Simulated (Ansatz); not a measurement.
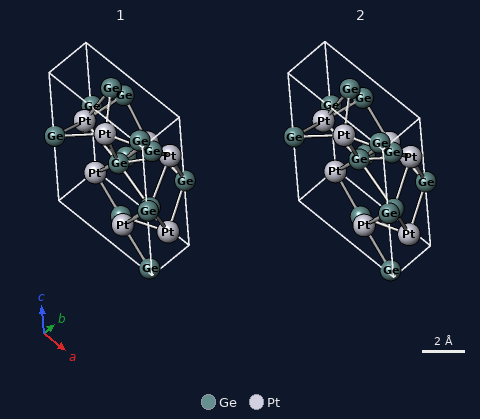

Two geometries of a crystal of Ge₈Pt₇ (a generated structure, set up in P1) (coarse preliminary run), drawn at one scale. One is the start of a relaxation, the other its converged end. The picture is a ball-and-stick view of the cell of the calculation (origin shifted), seen slightly off an axis.

Level of theory: DFT PBEsol, scalar-relativistic, plane waves, PAW in Ansatz. Settings: plane-wave cutoff 420 eV; k-point mesh 3 × 3 × 2; occupations gaussian; smearing width 0.1 eV; mesh shifted by (0, 0, 0.5); no spin polarisation; cell and atoms relaxed; force threshold 0.04 eV/Å; at most 50 steps.

### Which geometry has the lower energy?

Structure 1 is the relaxed one. Case: 1 of 8 Pt atoms taken out at random. The atom that moves furthest relative to the cell is a Ge atom (0.22 Å along [0 −2 −3]). By element the largest moves are Ge 0.22 Å, Pt 0.12 Å. The volume changes by −3.2 %, with a 6.829 → 6.677 Å (−2.2 %), b 6.829 → 6.675 Å (−2.3 %), c 7.129 → 7.140 Å (+0.2 %), γ 114.4° → 113.5°. Near-neighbour distances that change, for instance: Ge–Ge 3.020 → 2.701 Å, Ge–Ge 2.990 → 2.736 Å, Ge–Pt 2.639 → 2.532 Å, Ge–Pt 2.623 → 2.719 Å. Among the angles between lasting bonds that change: Pt–Ge–Pt 131.9° → 121.5°, Pt–Ge–Pt 131.2° → 121.8°, Ge–Pt–Ge 70.3° → 61.5°. The space group stays P1 (No. 1). Over 5 accepted moves (6 points after the start) the energy falls by 26.9 meV per atom. Largest force component: 0.63 eV/Å at the start, 0.015 eV/Å at the end. The pressure goes from −2.95 to 0.02 GPa. At 1 point the geometry stayed and the basis and grid were re-selected for the new cell (energy shift of 0.2 meV per atom at most each time). Cost: 100 s on 4 threads of Arm Neoverse V1, on a shared host, peak memory 1.1 GiB.
